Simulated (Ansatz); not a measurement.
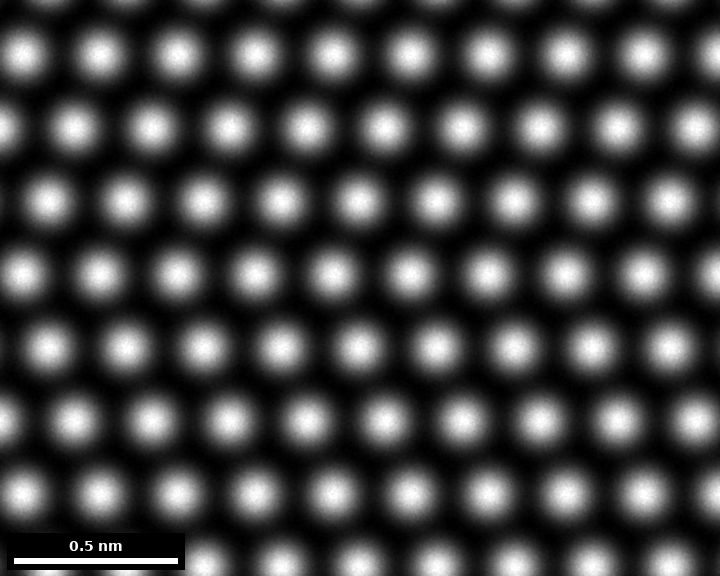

Dark-field STEM-like image of Pd (Fm-3m, No. 225) along [110]. The image is simulated as a sum over atoms of Z^1.7, blurred by a 1.18 Å probe (no channelling). Shot noise was added.

One planar defect was built into the perfect crystal by geometry alone, without relaxation. Host structure: coordinates from a relaxation with DFT PBEsol, scalar-relativistic, plane waves, PAW in Ansatz; the starting structure was generated, so it need not be a known form of this composition.

> Where does the periodic pattern break, and how?

A twin boundary runs horizontally about 8 Å below the top edge. The part above it is the mirror image of the part below, so slanted rows of columns change direction there; the row on the boundary belongs to both.
